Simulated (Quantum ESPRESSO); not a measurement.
## Energy of CaO along an even scaling of the cell

System: CaO (Fm-3m, 2 atoms in the cell).
Method: Kohn-Sham DFT of a periodic cell, rev-vdW-DF2, PseudoDojo 0.4.1 SR PBE standard, no spin polarisation (Quantum ESPRESSO 7.5).

The 7 runs differ only in the geometry, by an even scaling of the cell at fixed fractional positions. The structure derives from a Materials Project entry.

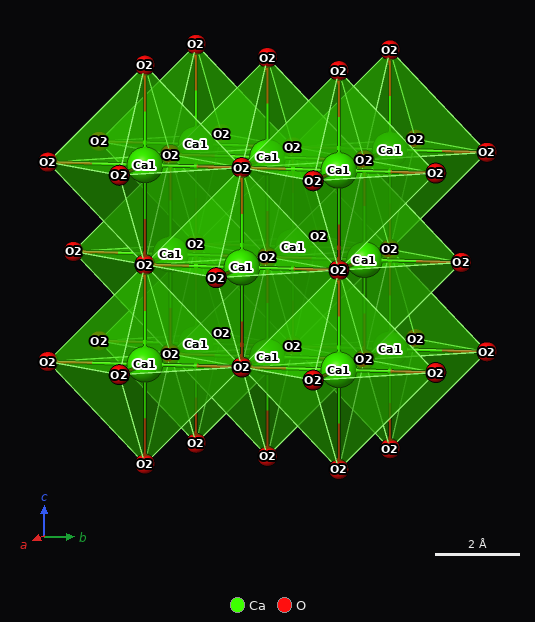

Figure 1. The structure of run 4 (polyhedral view of the cell 4 times as large as that of the calculation, set on its symmetry axes, seen slightly off an axis; polyhedra are completed across the faces of the cell; atoms are numbered from 1 in the order of the input).

**Input of run 4**
```
&CONTROL
  calculation = 'scf'
  prefix = 'pwscf'
  outdir = './tmp'
  pseudo_dir = './pseudo'
  tprnfor = .true.
  tstress = .true.
  disk_io = 'nowf'
/
&SYSTEM
  ibrav = 0
  nat = 2
  ntyp = 2
  ecutwfc = 84
  nbnd = 14
  input_dft = 'vdw-df2-b86r'
  occupations = 'smearing'
  smearing = 'fd'
  degauss = 0.00367493
/
&ELECTRONS
  conv_thr = 4d-10
  electron_maxstep = 120
  mixing_beta = 0.5
/
ATOMIC_SPECIES
Ca    40.0780 Ca.upf
O     15.9990 O.upf
CELL_PARAMETERS angstrom
   0.0000000000    2.4035556960    2.4035556960
   2.4035556960    0.0000000000    2.4035556960
   2.4035556960    2.4035556960    0.0000000000
ATOMIC_POSITIONS crystal
Ca     0.0000000000    0.0000000000    0.0000000000
O      0.5000000000    0.5000000000    0.5000000000
K_POINTS automatic
10 10 10 0 0 0
```

Command:
```bash
OMP_NUM_THREADS=1 pw.x -in pw.in > pw.out
```

Lattice vectors (Å) and fractional positions of run 4:
```
   0.000000    2.403556    2.403556
   2.403556    0.000000    2.403556
   2.403556    2.403556    0.000000
Ca  0.000000  0.000000  0.000000
O   0.500000  0.500000  0.500000
```

Run 3 differs from it as follows:
```diff
-   0.0000000000    2.4035556960    2.4035556960
-   2.4035556960    0.0000000000    2.4035556960
-   2.4035556960    2.4035556960    0.0000000000
+   0.0000000000    2.3874239637    2.3874239637
+   2.3874239637    0.0000000000    2.3874239637
+   2.3874239637    2.3874239637    0.0000000000
```

**Results, with one run withheld**

| run | volume per atom (Å³) | free energy per atom, from the lowest run given (meV) | pressure (GPa) | gap on the mesh (eV) |
| --- | --- | --- | --- | --- |
| 1 | 13.052 | 13.90 | 6.67 | 3.61 |
| 2 | 13.330 | 4.78 | 3.84 | 3.62 |
| 3 | 13.608 | ? | ? | ? |
| 4 | 13.886 | 0.00 | −0.97 | 3.63 |
| 5 | 14.163 | 3.43 | −3.01 | 3.64 |
| 6 | 14.441 | 10.22 | −4.84 | 3.64 |
| 7 | 14.719 | 20.02 | −6.48 | 3.64 |

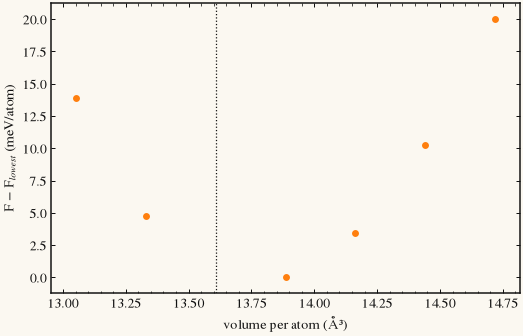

Figure 2. Free energy per atom of the runs given; the dotted line marks run 3.

Fit the runs given and predict run 3.

A cubic polynomial in V^(−2/3) (the Birch–Murnaghan form), fitted to the 6 runs given, misses them by under 0.01 meV per atom. With x = V^(−2/3) − 0.17289 Å⁻², it reads F = 0.1642 − 854.22 x + 3.5512e+05 x² + 3.8663e+05 x³ (meV per atom). At run 3 it gives 0.30 meV per atom, and the run itself gives 0.31. The slope of the fit gives a pressure −dF/dV of 1.33 GPa there, and the run prints 1.31 GPa. The fit has its minimum at 13.767 Å³ per atom, where V d²F/dV² gives 112 GPa: the bulk modulus at this level, since symmetry fixes the shape and the positions. The gap on the mesh goes, without turning, from 3.61 eV in run 1 to 3.64 eV in run 7; run 3 has 3.63 eV. These are gaps of this functional on this mesh, which can miss the band edges; they aren't the measured gap.

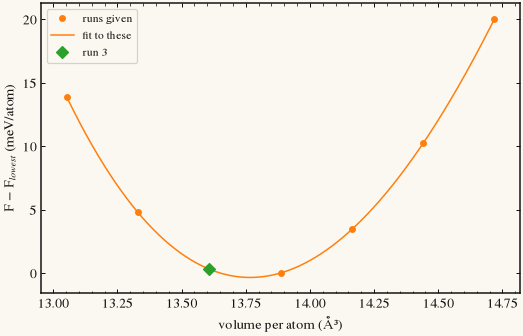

Figure 3. The fit and the withheld run.

**Some lines of the output (run 3)**
```
[...]
     total energy              =    -110.69734313 Ry
     total energy              =    -110.81306439 Ry
     total energy              =    -110.86576790 Ry
     total energy              =    -110.86681172 Ry
     total energy              =    -110.86685724 Ry
     total energy              =    -110.86686204 Ry
     total energy              =    -110.86686298 Ry
     total energy              =    -110.86686303 Ry
     total energy              =    -110.86686304 Ry
     the Fermi energy is     9.1949 ev
!    total energy              =    -110.86686304 Ry
     The total energy is F=E-TS. E is the sum of the following terms:
     Computing stress (Cartesian axis) and pressure
          total   stress  (Ry/bohr**3)                   (kbar)     P=       13.08
```

Notes: The record of the run, not the program, notes: potentials made for another functional. Points of doubt noted for this run: potentials made for another functional.
